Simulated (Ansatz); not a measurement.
Hf16O31 (cell with a defect)

```yaml
crystal:
  lattice:
    - [4.26777, -5.21222, 5.27138]
    - [-4.26777, -5.21222, -5.27138]
    - [6.05401, 5.21222, -5.28211]
  atoms:
    - { symbol: Hf, position: [0.41047, 0.91626, 0.78447] }
    - { symbol: Hf, position: [0.90952, 0.91689, 0.28377] }
    - { symbol: Hf, position: [0.90942, 0.41768, 0.78392] }
    - { symbol: Hf, position: [0.41055, 0.41837, 0.28356] }
    - { symbol: Hf, position: [0.38370, 0.62734, 0.96532] }
    - { symbol: Hf, position: [0.88411, 0.62615, 0.46668] }
    - { symbol: Hf, position: [0.88455, 0.12653, 0.96731] }
    - { symbol: Hf, position: [0.38447, 0.12613, 0.46729] }
    - { symbol: Hf, position: [0.59089, 0.08228, 0.21559] }
    - { symbol: Hf, position: [0.09143, 0.08267, 0.71646] }
    - { symbol: Hf, position: [0.09058, 0.58307, 0.21597] }
    - { symbol: Hf, position: [0.59025, 0.58348, 0.71774] }
    - { symbol: Hf, position: [0.61523, 0.37424, 0.03318] }
    - { symbol: Hf, position: [0.11603, 0.37410, 0.53351] }
    - { symbol: Hf, position: [0.11608, 0.87375, 0.03362] }
    - { symbol: Hf, position: [0.61536, 0.87388, 0.53253] }
    - { symbol: O, position: [0.85330, 0.64006, 0.23631] }
    - { symbol: O, position: [0.85346, 0.13997, 0.73691] }
    - { symbol: O, position: [0.35347, 0.14082, 0.23647] }
    - { symbol: O, position: [0.65439, 0.11696, 0.01370] }
    - { symbol: O, position: [0.15428, 0.11682, 0.51345] }
    - { symbol: O, position: [0.15364, 0.61702, 0.01408] }
    - { symbol: O, position: [0.65444, 0.61778, 0.51314] }
    - { symbol: O, position: [0.64871, 0.35970, 0.26457] }
    - { symbol: O, position: [0.14825, 0.36142, 0.76361] }
    - { symbol: O, position: [0.14667, 0.85979, 0.26375] }
    - { symbol: O, position: [0.63760, 0.85458, 0.76114] }
    - { symbol: O, position: [0.34488, 0.87921, 0.98204] }
    - { symbol: O, position: [0.84684, 0.88364, 0.48649] }
    - { symbol: O, position: [0.84607, 0.38325, 0.98656] }
    - { symbol: O, position: [0.34639, 0.38883, 0.49070] }
    - { symbol: O, position: [0.36913, 0.16072, 0.86002] }
    - { symbol: O, position: [0.86861, 0.16103, 0.35967] }
    - { symbol: O, position: [0.86958, 0.66159, 0.86098] }
    - { symbol: O, position: [0.36955, 0.66160, 0.35729] }
    - { symbol: O, position: [0.55167, 0.00926, 0.38969] }
    - { symbol: O, position: [0.05065, 0.00867, 0.88985] }
    - { symbol: O, position: [0.05601, 0.51298, 0.39363] }
    - { symbol: O, position: [0.54971, 0.50955, 0.88894] }
    - { symbol: O, position: [0.63112, 0.83849, 0.14063] }
    - { symbol: O, position: [0.13189, 0.83832, 0.64109] }
    - { symbol: O, position: [0.13045, 0.33807, 0.14119] }
    - { symbol: O, position: [0.63096, 0.33768, 0.64024] }
    - { symbol: O, position: [0.44791, 0.99003, 0.60860] }
    - { symbol: O, position: [0.94759, 0.98986, 0.10908] }
    - { symbol: O, position: [0.94929, 0.49140, 0.61044] }
    - { symbol: O, position: [0.44766, 0.48785, 0.10854] }
```

The calculation used DFT PBE, scalar-relativistic, plane waves, PAW in Ansatz.

The density is the valence pseudo-density of a PAW calculation; it isn't the true density close to the nuclei.

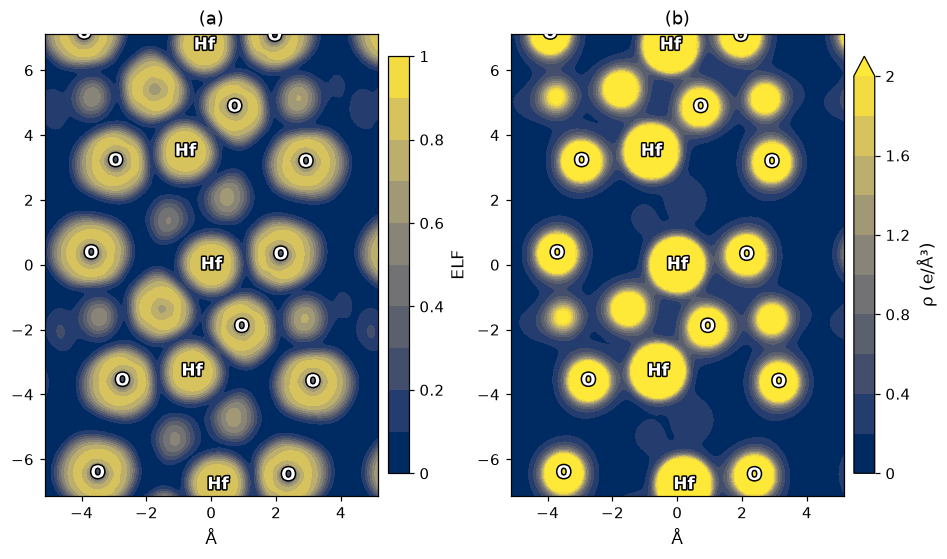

Figure 1. (a) electron localisation function; (b) valence charge density (pseudo) on the (110) plane of the calculation cell.

> What does the map show?

- The section cuts through Hf and O sites.
- Atoms just off the plane (Hf, 0.7 Å away and O, 0.3 Å away) can leave unmarked features too.
- Hf–O (2.06 Å): ρ is about 0.82 e/Å³ halfway; the ELF peaks at about 0.85 in the valence shell of O, 0.6 Å from its nucleus, and drops to about 0.20 between the two atoms (no localised pair shows between them).
- Hf–O (2.07 Å): ρ is about 0.8 e/Å³ halfway; the ELF peaks at about 0.85 in the valence shell of O, 0.6 Å from its nucleus, and drops to about 0.20 between the two atoms (no shared electron pair shows on this line).
- Hf–O (2.15 Å): ρ at the midpoint is about 0.65 e/Å³; the ELF peaks at about 0.85 in the valence shell of O, 0.6 Å from its nucleus, and drops to about 0.15 between the two atoms (no shared electron pair shows on this line).
- Hf–O (2.17 Å): ρ is about 0.61 e/Å³ halfway; the ELF peaks at about 0.85 in the valence shell of O, 0.6 Å from its nucleus, and drops to about 0.15 between the two atoms (no localised pair shows between them).
- Between the atoms the lowest density in this plane is 0.02 e/Å³.
- The features right at Hf lie inside the PAW spheres, where the map follows smoothed inner orbitals and isn't to be read closely.

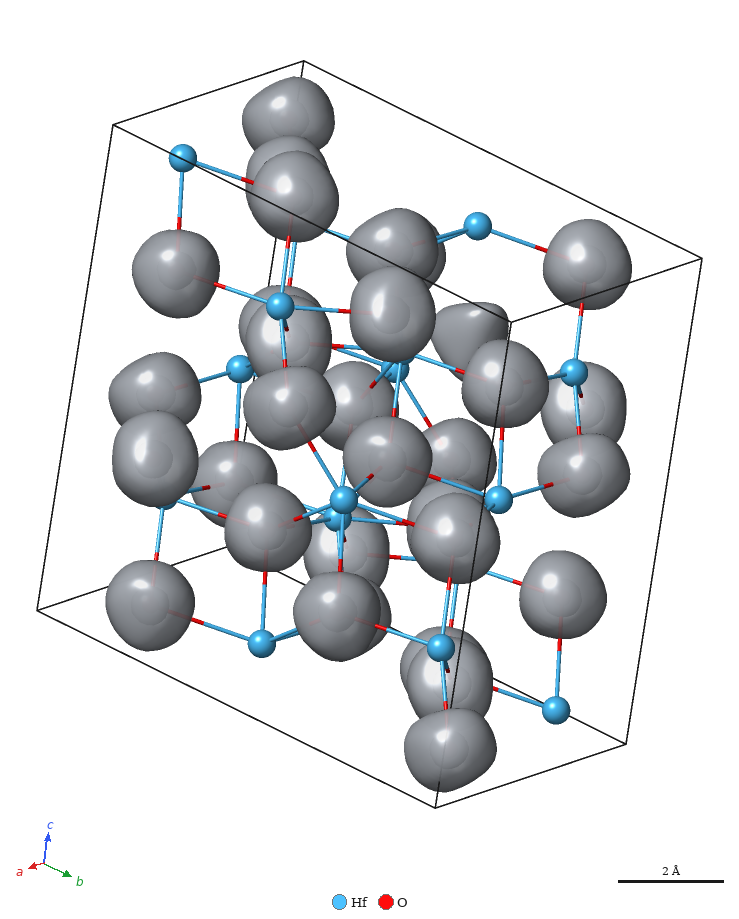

Figure 2. Isosurface of the electron localisation function at 0.7 (grey), seen slightly off an axis. Core shells and regions of very low density are left out. Sticks mark near contacts.

> Identify the bonds, lone pairs and shells in this picture.

The surface consists of 31 regions wrapped around O (the valence shell of each) and one pocket between the atoms, centred on no nucleus (multi-centre or interstitial), counted in one cell of 47 atoms. Regions shared between cells count once. Profiles from the grid: Hf–O (2.03 Å): the ELF peaks at about 0.85 in the valence shell of O, 0.6 Å from its nucleus, and drops to about 0.20 between the two atoms (no shared electron pair shows on this line). Hf–O (2.08 Å): the ELF peaks at about 0.85 in the valence shell of O, 0.6 Å from its nucleus, and drops to about 0.20 between the two atoms (no shared electron pair shows on this line).

> Does the calculation give a band gap?

It is gapped, with a Kohn–Sham gap of 1.7 eV on the k-point mesh, an upper bound to the gap of this method.
